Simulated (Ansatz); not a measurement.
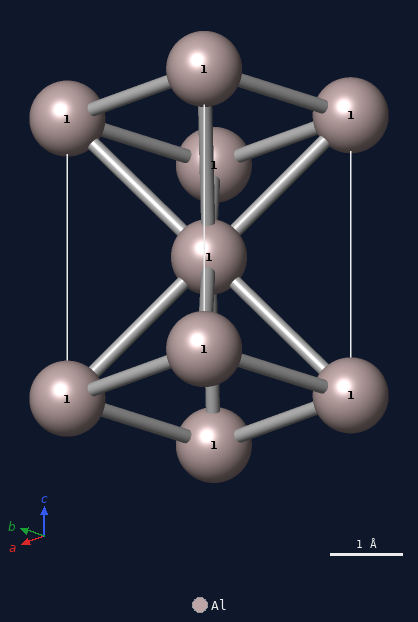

**Figure 1.** The structure as given in the input (ball-and-stick view of the cell 2 times as large as that of the calculation, set on its symmetry axes, seen at an oblique angle; atoms are numbered from 1 in the order of the input). An atom can appear more than once, as a periodic image.

**Run report: Al, single-point calculation**

Al (I4/mmm, 1 atom in the cell), computed with DFT PBE, scalar-relativistic, plane waves, PAW, no spin polarisation (Ansatz 0.2.0).

The structure derives from an entry of the Crystallography Open Database. It belongs to a series of runs on one base structure; here: ratio of the length along z to the lengths across it x 1.05, volume and fractional coordinates fixed. Figures and captions count atoms from 1; the log counts them from 0 in places.

The program's output
```
Engine: ansatz 0.2.0, x86_64-unknown-linux-gnu
Pseudopotentials: kind: paw
Pseudopotential: Al, paw, valence charge 3, recommended cutoff 420 eV (normal), Al.paw.azcp
Functional definition: PBE
  parameter kappa = 0.804
  parameter beta = 0.06672455060314922
  exchange = pbe_x(kappa = kappa, mu = beta*pi^2/3)
  correlation = pbe_c(beta = beta)
Crystal: 1 atoms, lattice volume = 16.582 Å³
Basis set: ecut = 420 eV, 331 PW (Γ), exchange–correlation on 40×40×40 points (8 copies of the dense FFT grid, shifted against one another)
Bands: 6, of which v1, the nominal top of the filled ones, is band 2 counted from 1 (1 counted from 0)
Symmetry: 16 space group operations
Space group: I4/mmm (ITA 139), of the structure as read, at distance tolerance 2.6e-5 Å
k-points: 834 of 10648
Non-local potential: Al, projectors of the file, l = 0: 2, l = 1: 2, l = 2: 1
PAW form: soft (Blöchl's): semilocal exchange-correlation on the pseudo side does not see the compensation charge
PAW one-centre angular grid: Al, 110 points (default); XC on 64 Gauss nodes
Initial density: superposition of atomic densities (neutral atoms: chi_scale 0, normalization atom), corrected by the library's trained network
Initial wavefunctions: pseudopotential atomic-orbital guess
Functional: x = pbe(κ = 0.804, μ = 0.2195149727645171), c = pbe(β = 0.06672455060314922)
SCF iter   1: F=—  HF=-537.500516 eV  |F-HF|=—  |Δ(HF+E_count)|=         —  Δρ=4.51e-4  dr2=9.58e-6  ethr=1.77e-3  ⟨swp⟩=4.6  Hψ=41730  notcnv=0
preconditioner: auto → none  [metal: Δε(μ)=0.009 eV  Ē_g=13.153 eV  σ=0.150 eV  W_gap=0.03  n_scr=0 (ndim 8)  ℏωp=15.8 eV  f_vac=0.000  D(μ)=0.41/eV (n_scr^D=0)]
SCF iter   2: F=—  HF=-537.500563 eV  |F-HF|=—  |Δ(HF+E_count)|=   4.67e-5  Δρ=2.29e-4  dr2=2.42e-6  ethr=3.19e-7  ⟨swp⟩=2.0  Hψ=12799  notcnv=0
iter 3 did not close the SCF: its close was put off for the readings that it lacked (scf_convergence_deferred on its scf_iter line)
SCF iter   3: F=-537.500573 eV  HF=-537.500573 eV  |F-HF|=2.75e-9  |Δ(HF+E_count)|=   1.04e-5  Δρ=1.14e-5  dr2=2.07e-8  ethr=8.08e-8  ⟨swp⟩=2.0  Hψ=5891  notcnv=0
iter 4 did not close the SCF: its close was put off for the readings that it lacked (scf_convergence_deferred on its scf_iter line)
SCF iter   4: F=-537.500573 eV  HF=-537.500573 eV  |F-HF|=5.78e-10  |Δ(HF+E_count)|=   1.66e-9  Δρ=3.76e-6  dr2=2.44e-9  ethr=6.89e-10  ⟨swp⟩=1.0  Hψ=4642  notcnv=0
iter 5 did not close the SCF: its close was put off for the readings that it lacked (scf_convergence_deferred on its scf_iter line)
SCF iter   5: F=-537.500573 eV  HF=-537.500573 eV  |F-HF|=8.19e-12  |Δ(HF+E_count)|=  5.17e-10  Δρ=3.71e-7  dr2=2.67e-11  ethr=8.13e-11  ⟨swp⟩=1.0  Hψ=4642  notcnv=0
SCF iter   6: F=-537.500573 eV  HF=-537.500573 eV  |F-HF|=2.27e-13  |Δ(HF+E_count)|=  5.46e-12  Δρ=7.24e-8  dr2=1.02e-12  ethr=1.00e-12  ⟨swp⟩=4.0  Hψ=18566  notcnv=0
SCF 1 converged in 6 iterations: F = -537.500573 eV  dr2 = 1.02e-12
  greatest PAW one-centre occupation: 0.447 electrons in one spin orbital (limit 2), on the Al atom at site 0 (counted from 0), in its partial waves of l = 0
SCF converged after 6 iterations
Free energy (F): -537.500573 eV
Harris-Foulkes:  -537.500573 eV  (|F-HF|=2.27e-13)
Internal energy: -537.495969 eV  (E = F + TS)
E sigma→0 (E₀):  -537.498271 eV
Entropy (-TS):   -0.004604 eV (-4.604 meV/atom)
Fermi energy:    7.890625 eV
--- Per-component energies (eV) ---
  E_band       = 10.456668
  E_kinetic    = 22.690858
  E_local      = 9.810386  (includes V_loc(G=0)·N_el)
  E_nonlocal   = 10.319207
  E_hartree    = 0.102125
  E_xc         = -39.698864
  E_vxc        = -28.913361  (∫ρ·V_xc dr)
  E_paw        = -467.330259  (= ΣΔE_a)
  E_vpaw       = -3.654671  (= ΣTr[D̂ρ^β])
  E_aug_tail   = -0.000002  (compensation charges beyond the density's cutoff)
  E_ewald      = -73.389420
  E_smearing   = -0.004604  (= −TS)
  E_closure    = 0.000000  (closes the sum)
  Σ components = -537.500573   (vs F -537.500573, Δ=0.00e0)
--- Forces (eV/Å), atoms counted from 1 ---
  atom   1  Al    -0.00000000    -0.00000000     0.00000000
  max |Σ_I F_I| component: 6.16e-33 eV/Å
--- Stress (GPa, compression-positive) ---
        0.655053       0.000000       0.000000
        0.000000       0.655053       0.000000
        0.000000       0.000000      -2.039488
  P = ⅓ Tr σ = -0.2431 GPa (-2.431 kbar)
--- Band table (eV; the first three rows and the last of 834) ---
  k-point 0: bands = ["-3.2003", "20.0552", "20.5971", "20.5971", "21.9108", "21.9108"]
  k-point 1: bands = ["-3.1442", "19.2534", "20.0769", "20.3836", "22.2138", "22.2540"]
  k-point 2: bands = ["-2.9763", "17.5358", "19.6120", "20.0014", "22.6037", "22.8595"]
  k-point 833: bands = ["4.5440", "5.6294", "13.4897", "14.0738", "14.0738", "17.5072"]
```

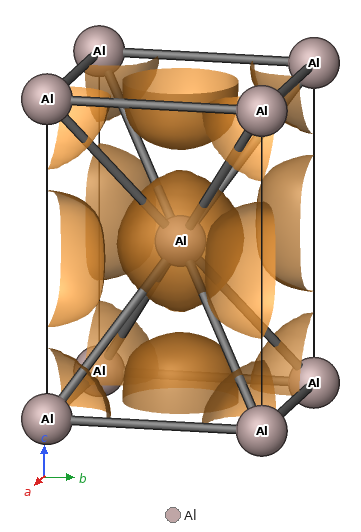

**Figure 2.** Isosurface of the ELF at 0.45 (orange), seen slightly off an axis. Core shells and regions of very low density are left out. Sticks mark near contacts. The outline is the cell set on symmetry axes. The ELF exceeds this value in one network that runs through the whole crystal, counted in one cell of 2 atoms. Profiles from the grid: Al–Al (2.82 Å): the ELF peaks at about 0.65 between the atoms. Al–Al (2.89 Å): the ELF is about 0.60 at the midpoint, which marks metallic bonding. Core electrons are frozen (PAW), so the fields are smoothed inside the atomic spheres.

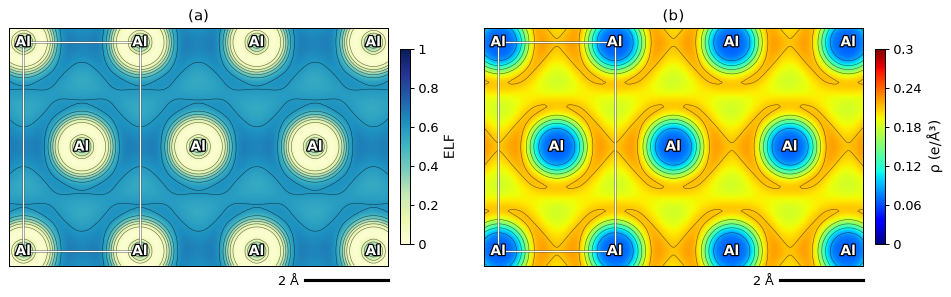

**Figure 3.** (a) ELF; (b) valence charge density (pseudo) on the (011) plane of the conventional cell. Atoms in the plane: Al. Al–Al (2.82 Å): ρ at the midpoint is about 0.21 e/Å³; the ELF peaks at about 0.65 between the atoms. Al–Al (2.89 Å): ρ is about 0.2 e/Å³ halfway; the ELF is about 0.60 at the midpoint, which marks nearly free electrons, as in a simple metal. Away from the nuclei the density in this plane falls to 0.18 e/Å³ at its lowest.

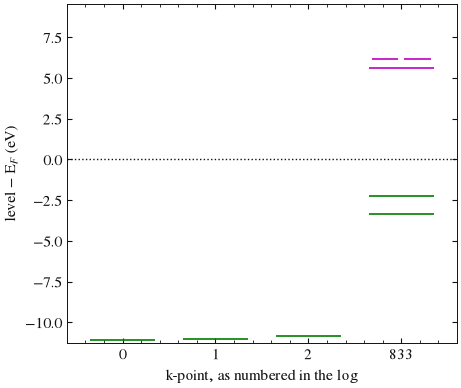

**Figure 4.** Kohn–Sham levels near the Fermi level (dotted) at the few k-points that the log prints; levels within 0.02 eV of each other stand side by side. The system is metallic on the full mesh.

This output came from the following input.

Input
```yaml
crystal:
  lattice:
    - [0.0, 1.9913294518, 2.0908959244]
    - [1.9913294518, 0.0, 2.0908959244]
    - [1.9913294518, 1.9913294518, 0.0]
  atoms:
    - { symbol: Al, position: [0.0, 0.0, 0.0] }
basis:
  ecutwfc: 420
kpoints:
  mp_grid: { grid: [22, 22, 22] }
hamiltonian:
  xc: pbe
scf:
  occupations: { method: gaussian, width: 0.15 }
output:
  forces: true
  stress: true
  eigenvalues: true
  write_density: true
  write_potential: true
  elf: true
  volumetric_format: npy
```

Run as:
```bash
ansatz run input.yaml --threads 1 --pin off --max-ram 2560MiB --backend cpu --events-out ev --progress --plain --runs-dir out
```

Results in brief

| quantity | value |
| --- | --- |
| outcome | converged |
| space group (tolerance 0.01 Å) | I4/mmm (139) |
| electrons treated | 3 |
| free energy | −537.5006 eV |
| Fermi energy | 7.891 eV |
| gap on the k-point mesh | none (metallic) |
| pressure | −0.24 GPa |
| largest force (length of the vector) | under 0.001 eV/Å |
| hardware | 1 thread of Intel Xeon (Sapphire Rapids), 32 GiB of memory available, shared host |
| wall time | 4.6 s |
| peak memory | 0.44 GiB |
